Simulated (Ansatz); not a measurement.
Input

```
crystal:
  lattice:
    - [1.853, -7.3675, 0.0]
    - [1.853, 7.3675, 0.0]
    - [0.0, 0.0, 3.672]
  atoms:
    - { symbol: Zr, position: [0.8946, 0.1054, 0.75] }
    - { symbol: Zr, position: [0.1054, 0.8946, 0.25] }
    - { symbol: Si, position: [0.5522, 0.4478, 0.75] }
    - { symbol: Si, position: [0.4478, 0.5522, 0.25] }
    - { symbol: Si, position: [0.2496, 0.7504, 0.75] }
    - { symbol: Si, position: [0.7504, 0.2496, 0.25] }
basis:
  ecutwfc: 420
kpoints:
  mp_grid: { grid: [10, 10, 10] }
hamiltonian:
  xc: pbe
scf:
  occupations: { method: gaussian, width: 0.1 }
output:
  forces: true
  stress: true
  eigenvalues: true
  write_density: true
  write_potential: true
  elf: true
  volumetric_format: npy
relax:
  adjacent_minimum: "off"
  f_tol: 0.005
  max_steps: 80
  cell: { stress_tol: 0.05 }
```

Launched as:

```sh
ansatz run input.yaml --threads 2 --pin off --max-ram 5120MiB --backend cpu --events-out ev --progress --plain --runs-dir out
```

Below, planes, directions and counts refer to the conventional cell (a = 3.71 Å, b = 14.79 Å, c = 3.68 Å, α = 90.00°, β = 90.00°, γ = 90.00°).

The fields are those of the run's last geometry, not of the input's.

Space group Cmcm.

The calculation used Ansatz 0.2.0, DFT PBE, scalar-relativistic, plane waves, PAW.

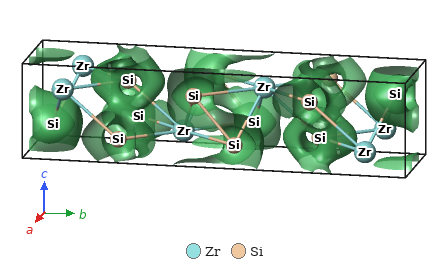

ZrSi₂. Isosurface of the ELF at 0.65 (green), seen slightly off an axis. Core shells and regions of very low density are left out. Sticks mark near contacts.

Where are the electrons localised?

At this value the surface marks out channels that run through the cell in one direction and sheets that run through the cell in two directions, counted in one cell of 12 atoms. Regions shared between cells count once. Profiles from the grid: Si–Si (2.42 Å): the ELF peaks at about 0.75 between the atoms. Zr–Si (2.72 Å): the ELF peaks at about 0.80 in the valence shell of Si, 0.9 Å from its nucleus, and is about 0.35 at the midpoint.
